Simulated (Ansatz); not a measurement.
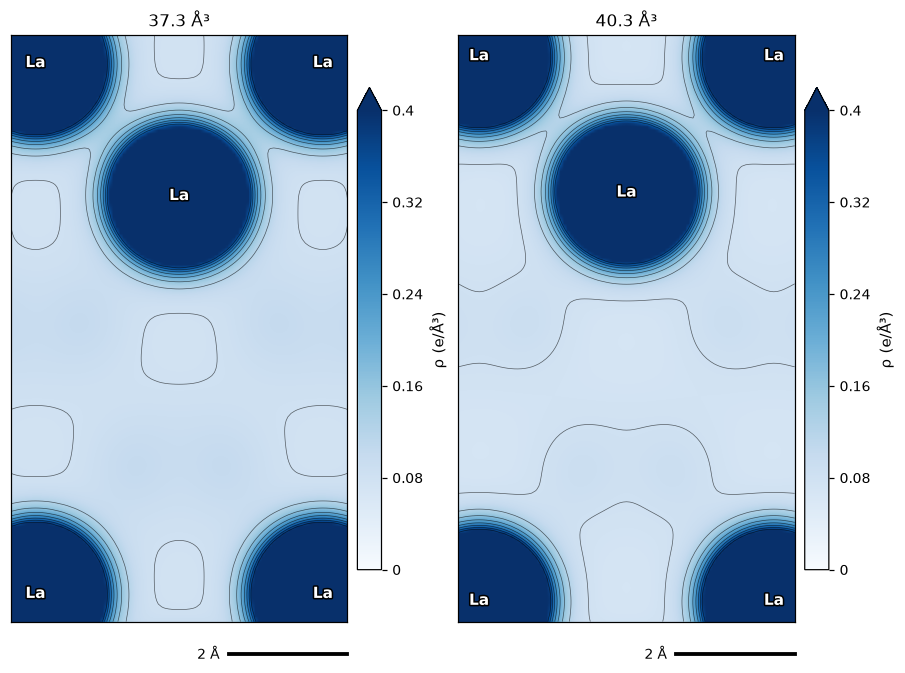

La. The valence charge density (pseudo) of cells scaled evenly to different volumes (given per atom above each panel), on the (110) plane of each (indices in the axes of the cell below), at one length scale and on one colour scale.

A generated structure, not necessarily the stable one.

Theory: DFT, revPBE, plane waves (420 eV) with PAW, scalar-relativistic in Ansatz 0.2.0.

In a PAW calculation such maps are meaningful between the atoms, not at the nuclei.

The largest cell:

```
La
1.0
    -3.25279    3.25390    1.89977
     3.25390   -3.25279    1.89977
     3.25704    3.25704   -1.89775
La
2
Direct
  0.00021 0.99979 0.00000
  0.74979 0.25021 0.50000
```

| volume (Å³/atom) | La–La contact in the plane (Å) | ρ at its midpoint (e/Å³) | 
| --- | --- | --- |
| 37.29 | 3.307 | 0.139 | 
| 38.78 | 3.351 | ? | 
| 40.27 | 3.393 | 0.122 | 

What values belong in the row with question marks?

Over the known rows ln ρ falls by 1.52 per Å of La–La distance (the line through the two), which gives 0.130 e/Å³ at 3.351 Å; the calculation gives 0.130 e/Å³.
